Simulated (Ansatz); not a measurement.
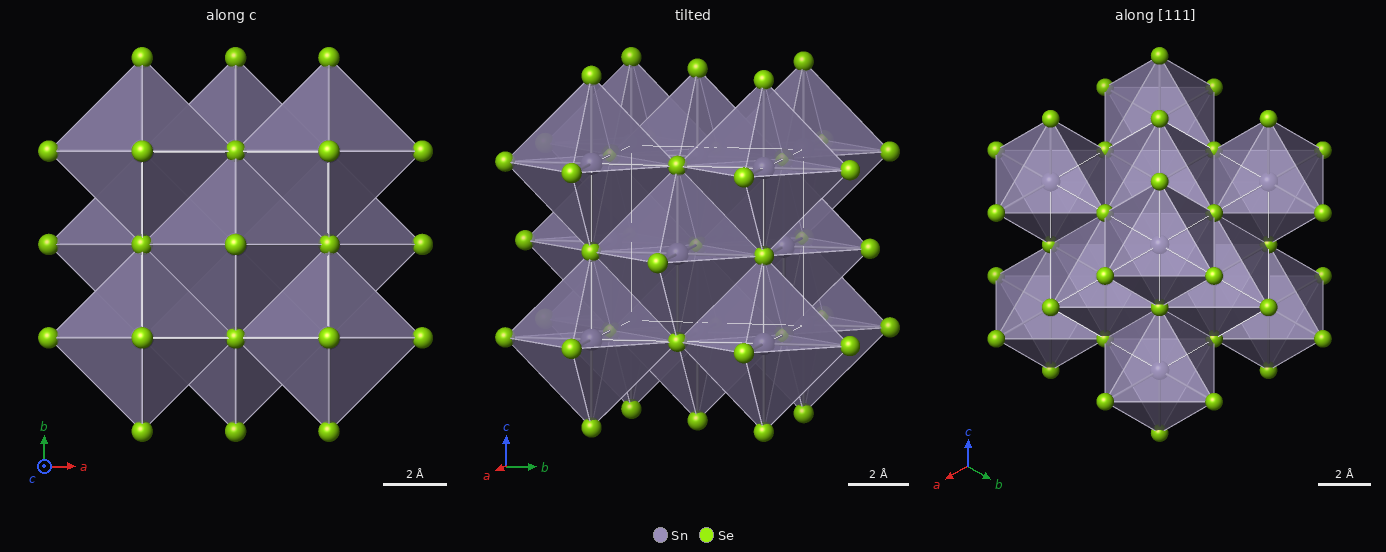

The figure gives a polyhedral picture of the atoms, viewed along the c axis, slightly off an axis and along [111]. The wireframe shows the conventional unit cell. A few atoms beyond the faces are included. Cell: a = 5.971 Å, b = 5.971 Å, c = 5.971 Å, α = 90.00°, β = 90.00°, γ = 90.00°.

Describe the arrangement of the atoms.

- Its composition is SnSe.
- It belongs to space group Fm-3m (No. 225) and has a face-centred cubic lattice.
- This arrangement goes by the name rock salt (NaCl type).
- The cell has 8 atoms, namely 4 Sn, 4 Se.
- The polyhedra are SnSe6 octahedra; they share corners and edges.
- Sn is coordinated by six Se in an octahedral arrangement at about 3.0 Å. Se is linked to six Sn in an octahedral arrangement at about 3.0 Å.
- The bonds build a three-dimensional framework.

Provenance: a structure listed in the Materials Project. Earlier steps of the study may have refined or changed the cell and positions. An electronic-structure calculation with Ansatz was run on it.
